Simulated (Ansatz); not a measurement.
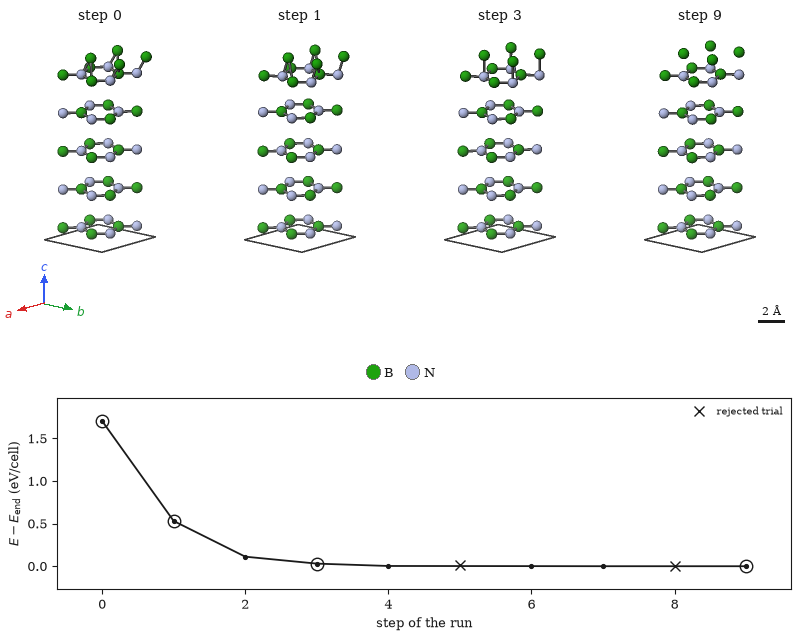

Frames of a constrained relaxation of a slab of composition B6N5 (cut from the P6_3/mmc phase), marked on the history of the run. The picture is a ball-and-stick view of the 2 × 2 repeat of the cell, outlined in the plane, without the vacuum, seen from a free direction.

Case: B put at a bridge B-B site. The slab is the (0 0 1) face of BN with B on it. 4 atoms are held fixed.

Level of theory: DFT PBE+D3(BJ), scalar-relativistic, plane waves, PAW in Ansatz. Settings: plane-wave cutoff 420 eV; k-point mesh 12 × 12 × 1; occupations gaussian; smearing width 0.05 eV; collinear spin; dipole correction; atoms relaxed in a fixed cell; force threshold 0.03 eV/Å; at most 70 steps.

**What happens along the run?**

Over 7 accepted moves (9 points after the start) the energy falls by 1.706 eV per cell of the calculation. The largest force component goes from 4.8 to 0.013 eV/Å. The line search rejected the trial steps at points 5, 8 of the run. A B atom moves most: 0.70 Å at 53° to the normal (+c side). By element the largest moves are B 0.70 Å, N 0.22 Å. The cell stays as it was. Some distances before and after: B–B 1.864 → 2.358 Å, B–N 1.558 → 1.947 Å. The program noted that the starting moments weren't kept. From step 0 to 1: a B atom moves most (0.20 Å), energy −1.174 eV per cell of the calculation. From step 1 to 3: a B atom moves most (0.39 Å), energy −0.501 eV per cell of the calculation. From step 3 to 9: a B atom moves most (0.16 Å), energy −30.7 meV per cell of the calculation.

| step | E − E(0), meV/atom | largest force component, eV/Å | note |
| --- | --- | --- | --- |
| 0 | 0.00 | 4.8343 |  |
| 1 | -106.76 | 2.1459 |  |
| 2 | -144.85 | 0.9449 |  |
| 3 | -152.26 | 0.3149 |  |
| 4 | -154.78 | 0.1301 |  |
| 5 | -153.89 | 0.1639 | rejected |
| 6 | -154.94 | 0.0380 |  |
| 7 | -155.04 | 0.0520 |  |
| 8 | -155.03 | 0.0559 | rejected |
| 9 | -155.05 | 0.0128 |  |

Limits of the set-up: the periodic images lie only 2.5 Å apart, so the values are limited by the cell's size.
